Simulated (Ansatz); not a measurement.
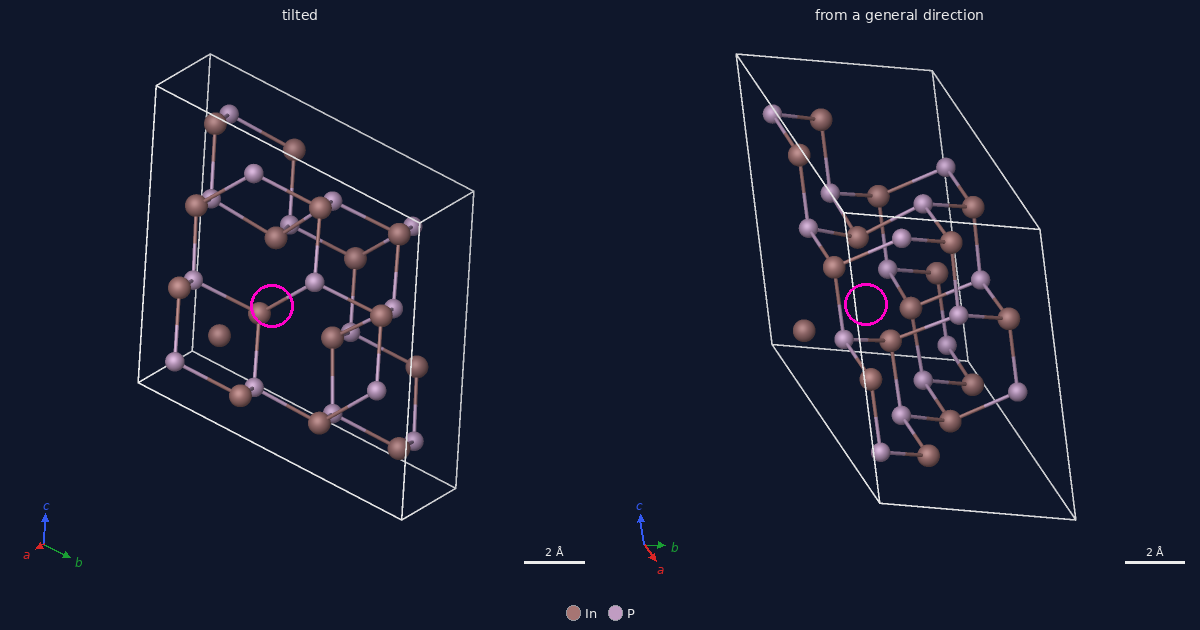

We look at a ball-and-stick model of the crystal slightly off an axis and from a general direction. The edges of the supercell are marked. The host is InP, in a cell of 32 sites, and the cell is neutral. A ring marks the defect's site.

Question: Describe the defect.

Answer: A phosphorus vacancy. Around the empty site lie four In at about 2.4 Å.

Computational set-up: DFT PBE, scalar-relativistic, plane waves, PAW (Ansatz), a kinetic-energy cutoff of 420 eV, k-mesh 2×2×2, Gaussian smearing of 0.02 eV, collinear spins.

Question: Is a magnetic moment found?

Answer: Yes, 0.5 μB in the cell.

The atoms were relaxed in the host's cell with DFT PBE, scalar-relativistic, plane waves, PAW (Ansatz 0.2.0).
